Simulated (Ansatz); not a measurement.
## Electronic structure of BAs₂ in real space

The calculation's input:

```
crystal:
  lattice:
    - [-3.7037992836, 3.7037992836, 2.1138585093]
    - [3.7037992836, -3.7037992836, 2.1138585093]
    - [3.7037992836, 3.7037992836, -2.1138585093]
  atoms:
    - { symbol: B, position: [0.6939232818, 0.6939232818, 0.0] }
    - { symbol: B, position: [0.3060767182, 0.3060767182, 0.0] }
    - { symbol: As, position: [0.0, 0.7541130171, 0.7541130171] }
    - { symbol: As, position: [0.0, 0.2458869829, 0.2458869829] }
    - { symbol: As, position: [0.7541130171, 0.0, 0.7541130171] }
    - { symbol: As, position: [0.2458869829, 0.0, 0.2458869829] }
basis:
  ecutwfc: 420
kpoints:
  mp_grid: { grid: [10, 10, 10] }
hamiltonian:
  xc: pbe
scf:
  occupations: { method: gaussian, width: 0.1 }
output:
  forces: true
  stress: true
  eigenvalues: true
  write_density: true
  write_potential: true
  elf: true
  volumetric_format: npy
relax:
  adjacent_minimum: "off"
  f_tol: 0.01
  max_steps: 80
  cell: { stress_tol: 0.05 }
```

Launched as:

```sh
ansatz run input.yaml --threads 1 --pin off --max-ram 2560MiB --backend cpu --events-out ev --progress --plain --runs-dir out
```

Below, planes, directions and counts refer to the conventional cell (a = 7.43 Å, b = 7.43 Å, c = 4.22 Å, α = 90.00°, β = 90.00°, γ = 90.00°).

The fields are those of the run's last geometry, not of the input's.

Space group I4/mmm; a structure generated by program, which may or may not match a known phase.

Method: DFT PBE, scalar-relativistic, plane waves, PAW in Ansatz.

Core electrons are frozen (PAW), and the valence fields are smoothed inside the atomic spheres.

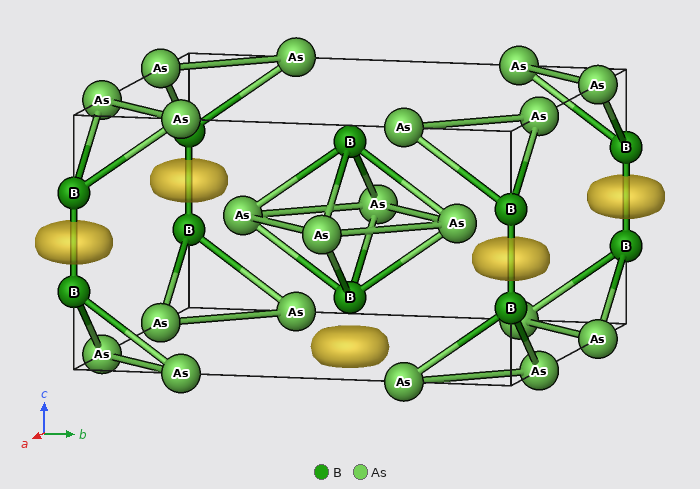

Figure 1. Isosurface of the electron localisation function at 0.85 (yellow), seen slightly off an axis. Only the valence region is drawn (cores and ρ < 0.01 e/Å³ removed). Sticks mark near contacts.

Question: What do the ELF domains correspond to?

Answer: The ELF exceeds this value in two regions between bonded B–B atoms, counted in one cell of 12 atoms. Regions shared between cells count once. Along the contacts the grid gives the following. B–B (1.64 Å): the ELF peaks at about 1 between the atoms. B–As (2.23 Å): the ELF peaks at about 0.75 between the atoms.

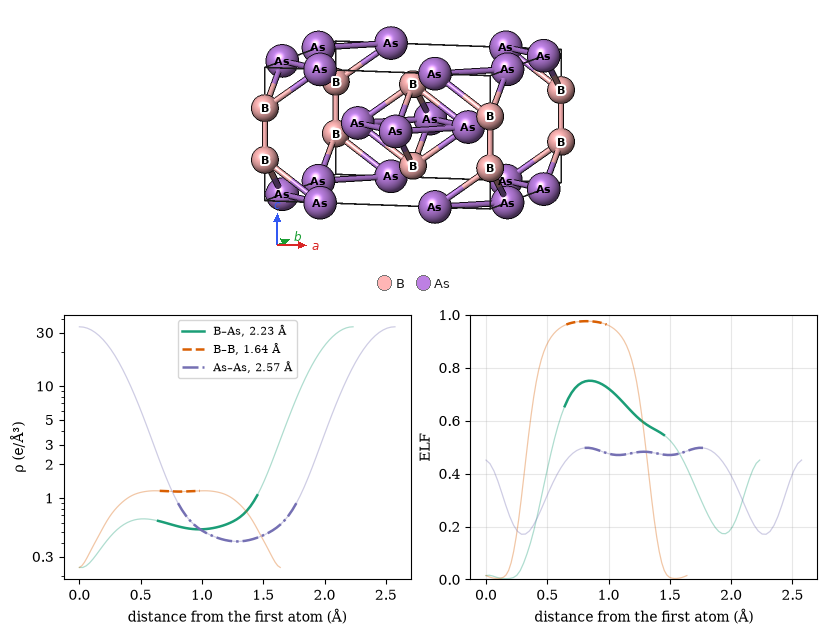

Figure 2. Valence charge density (pseudo) and ELF along straight lines between neighbouring atoms. Thin, pale parts lie inside the atomic spheres. The structure is drawn too.

Question: What can be read from the curves?

Answer: B–As (2.23 Å): the density is about 0.55 e/Å³ at the midpoint; the ELF peaks at about 0.75 between the atoms.
B–B (1.64 Å): ρ at the midpoint is about 1.1 e/Å³; the ELF peaks at about 1 between the atoms.
As–As (2.57 Å): ρ is about 0.41 e/Å³ halfway; the ELF is about 0.50 at the midpoint.

Question: Metal or insulator at this level of theory?

Answer: It is metallic or semimetallic at this level of theory: no gap opens.
